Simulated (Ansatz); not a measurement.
# Geometry relaxation, with input and output: Zn18O19 (part 5 of 5)

The same run, continued: Zn18O19 (defect cell, 37 atoms in the cell); DFT PBE, scalar-relativistic, plane waves, PAW, no spin polarisation (Ansatz 0.2.0); cutoff 420 eV, 2×2×2 k-mesh, Gaussian smearing of 0.02 eV. The structure derives from a Materials Project entry. It belongs to a series of runs on one base structure; here: O_i, charge +0, atoms relaxed at the host's cell.

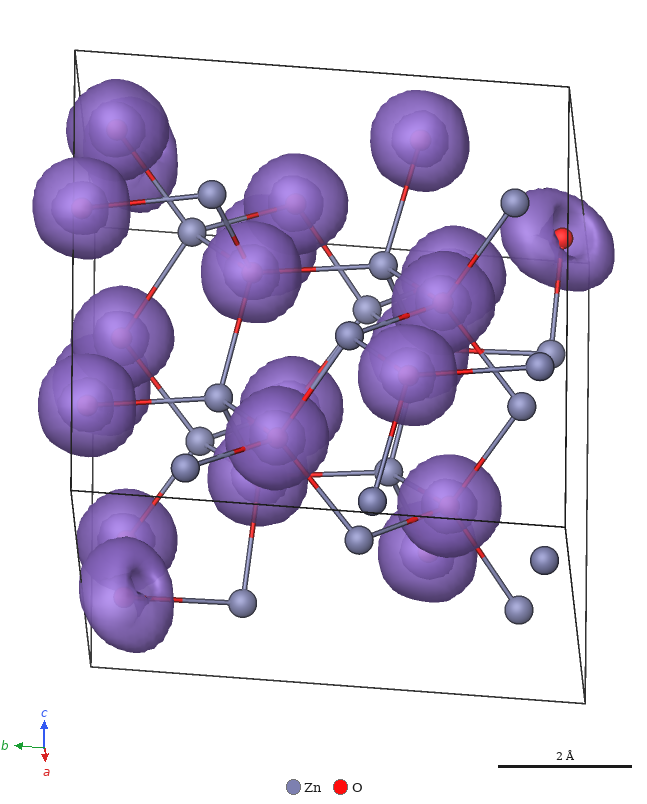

**Figure 1.** Isosurface of the ELF at 0.75 (purple), seen at an oblique angle. Only the valence region is drawn (cores and ρ < 0.01 e/Å³ removed). Sticks mark near contacts. The outline is the calculation cell. Profiles from the grid: O–O (1.47 Å): the ELF peaks at about 0.70 between the atoms. Zn–O (1.94 Å): the ELF is about 0.25 at the midpoint. The fields are those of the smooth PAW valence density.

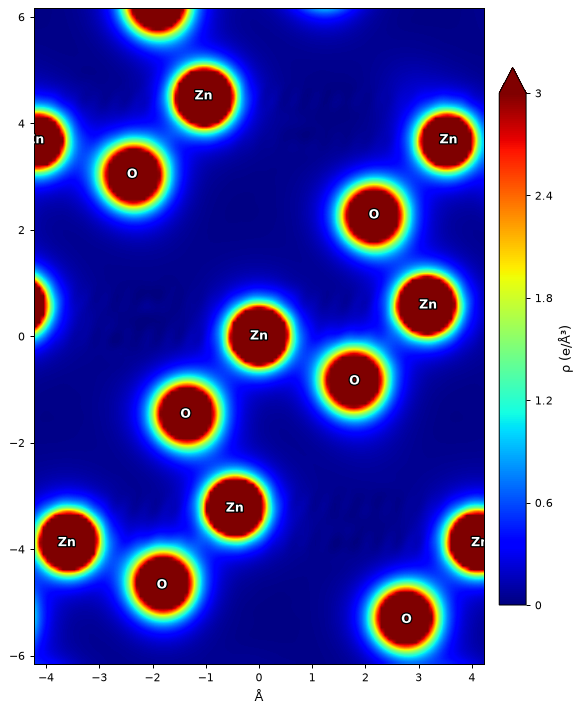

**Figure 2.** Valence electron density on the (011̄) plane of the calculation cell. The section cuts through Zn and O sites. Zn–O (1.96 Å): the density is about 0.62 e/Å³ at the midpoint. Zn–O (1.99 Å): ρ at the midpoint is about 0.58 e/Å³. Zn–O (2.01 Å): the density is about 0.55 e/Å³ at the midpoint. The density dies away to nearly zero in the voids.
